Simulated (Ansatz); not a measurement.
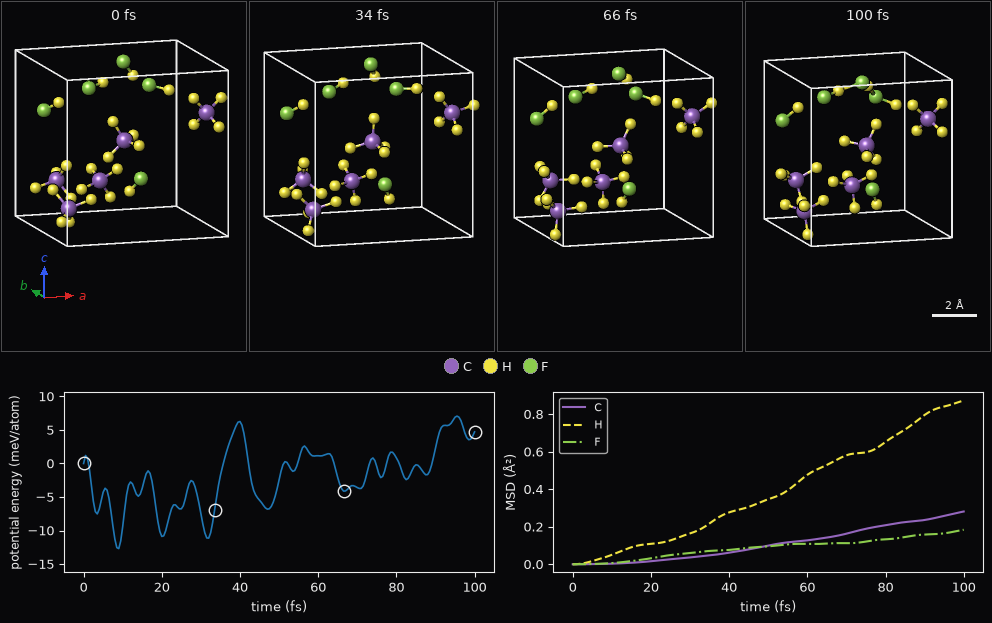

A Born-Oppenheimer molecular dynamics run of a periodic cell with 5 CH4 + 5 HF at 0.617 g/cm³, 100 fs long. It starts from the last geometry of an earlier run, with fresh velocities. Frames and the history of the run. Style: ball-and-stick. Shown: the simulation cell, slightly off an axis. Atoms that leave the cell re-enter on the other side.

These are results of DFT PBE-D3(BJ), scalar-relativistic, plane waves, PAW (Ansatz 0.2.0), not measurements. Settings: plane-wave cutoff 420 eV; k-point mesh 1 × 1 × 1; Fermi-Dirac smearing 0.02 eV; low-accuracy preset; Langevin thermostat and barostat (NPT); set temperature 300 K; time step 0.5 fs; friction 0.005 per fs; target pressure 1 GPa.

> What do the frames and curves show?

Over the second half the temperature averages 283 K (spread ±18 K). The potential energy in the second half lies on average 0.6 meV per atom above the first frame. The mean pressure there is 1.2 GPa. The volume ends −24.3 % from the start. Root-mean-square distances from the starting positions over the second half, with the common drift of all atoms taken out: H 0.79 Å, C 0.43 Å, F 0.36 Å. The heavy atoms stay within a fraction of a molecule's size of their starting places, while the hydrogen atoms travel further, as molecules turn; so short a run doesn't tell a liquid from a solid. The self-consistency threshold is loose, so the forces are noisy.

Limits of the set-up: the program's low-accuracy preset was used; the periodic images lie only 7.9 Å apart, so the values are limited by the cell's size.

The run took 5.4 min on 1 thread of Arm Neoverse V2 (shared host), peak memory 0.5 GiB.
